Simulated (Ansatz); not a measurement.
## Electronic structure of CdS (slab) in real space

The calculation's input:

```
crystal:
  lattice:
    - [4.0583734765, 0.0, 0.0]
    - [0.0, 4.0583734765, 0.0]
    - [0.0, 0.0, 30.6575756952]
  atoms:
    - { symbol: S, position: [0.0, 0.0, 0.5159695937] }
    - { symbol: Cd, position: [0.5, 0.0, 0.5603468694] }
    - { symbol: S, position: [0.5, 0.5, 0.6112425924] }
    - { symbol: Cd, position: [1.0, 0.5, 0.6578583973] }
    - { symbol: S, position: [0.0, 0.0, 0.7093014271] }
    - { symbol: Cd, position: [0.5, 0.0, 0.7569507568] }
basis:
  ecutwfc: 420
kpoints:
  mp_grid: { grid: [7, 7, 1] }
hamiltonian:
  xc: pbesol
scf:
  occupations: { method: gaussian, width: 0.05 }
output:
  forces: true
  stress: true
  eigenvalues: true
  write_density: true
  write_potential: true
  elf: true
  volumetric_format: npy
efield:
  axis: 3
  dipole_correction: true
  ramp_width: 0.04
```

Launched as:

```sh
ansatz run input.yaml --threads 4 --pin off --max-ram 10240MiB --backend cpu --events-out ev --progress --plain --runs-dir out
```

Not relaxed (largest force 0.4 eV/Å).

These are results of Ansatz, DFT PBEsol, scalar-relativistic, plane waves, PAW, not measurements.

The density is the valence pseudo-density of a PAW calculation; it isn't the true density close to the nuclei.

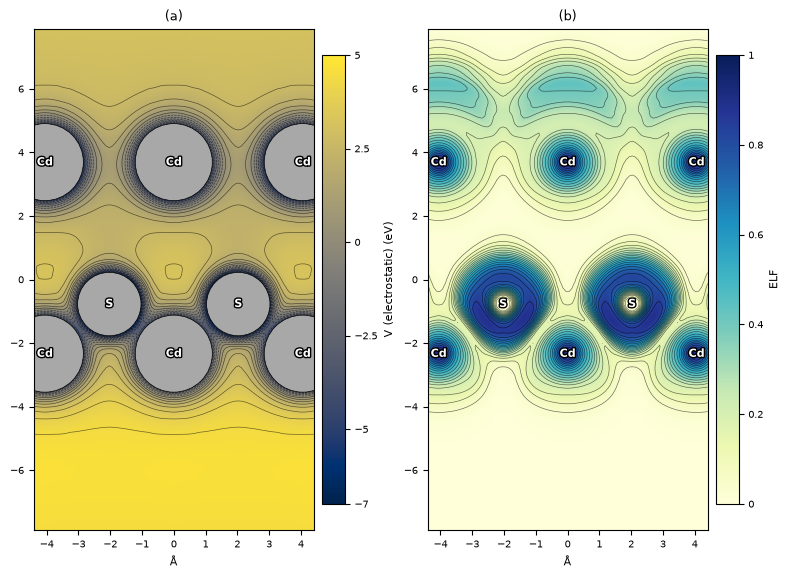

Figure 1. (a) electrostatic potential (local pseudopotential plus Hartree) felt by an electron; (b) ELF on the (100) plane of the calculation cell, a cut from vacuum to vacuum. Grey discs cover the atomic cores in the potential map.

Q: Read the bonding off the picture.

A:
- The section cuts through Cd and S sites.
- Cd–S (2.56 Å): the ELF peaks at about 0.90 in the valence shell of S, 0.8 Å from its nucleus, and drops to about 0.15 between the two atoms.
- The features right at Cd lie inside the PAW spheres, where the map follows smoothed inner orbitals and isn't to be read closely.

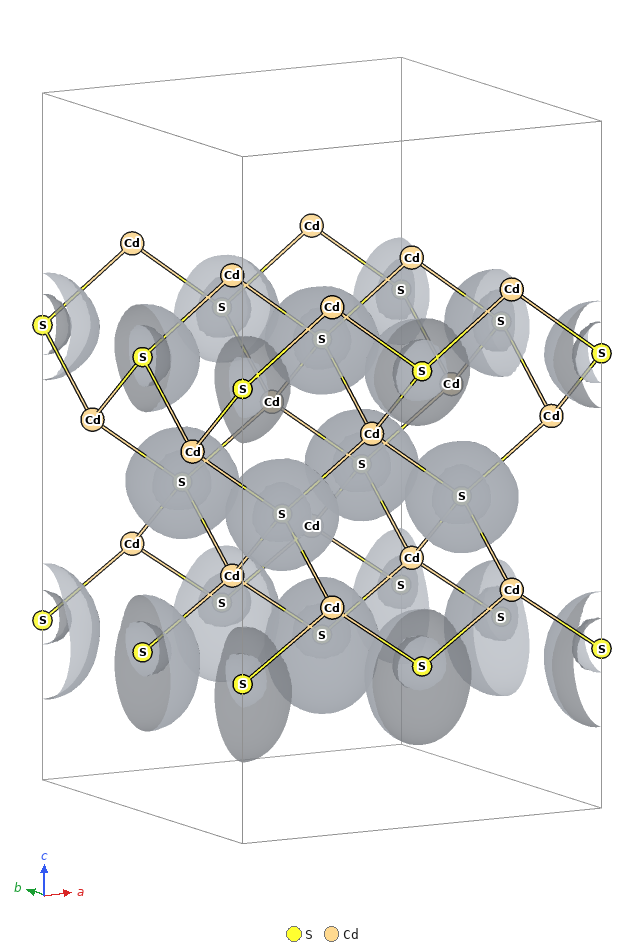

Figure 2. Isosurface of the electron localisation function at 0.75 (grey), seen at an oblique angle. Core shells and regions of very low density are left out. Sticks mark near contacts.

Q: Identify the bonds, lone pairs and shells in this picture.

A: The surface consists of three regions wrapped around S (the valence shell of each), counted in one cell of 6 atoms. Counts are for one cell; the picture repeats the cell along the surface. Along the contacts the grid gives the following. Cd–S (2.44 Å): the ELF peaks at about 0.90 in the valence shell of S, 0.8 Å from its nucleus, and is about 0.35 at the midpoint. Cd–S (2.50 Å): the ELF peaks at about 0.85 in the valence shell of S, 0.8 Å from its nucleus, and is about 0.35 at the midpoint.
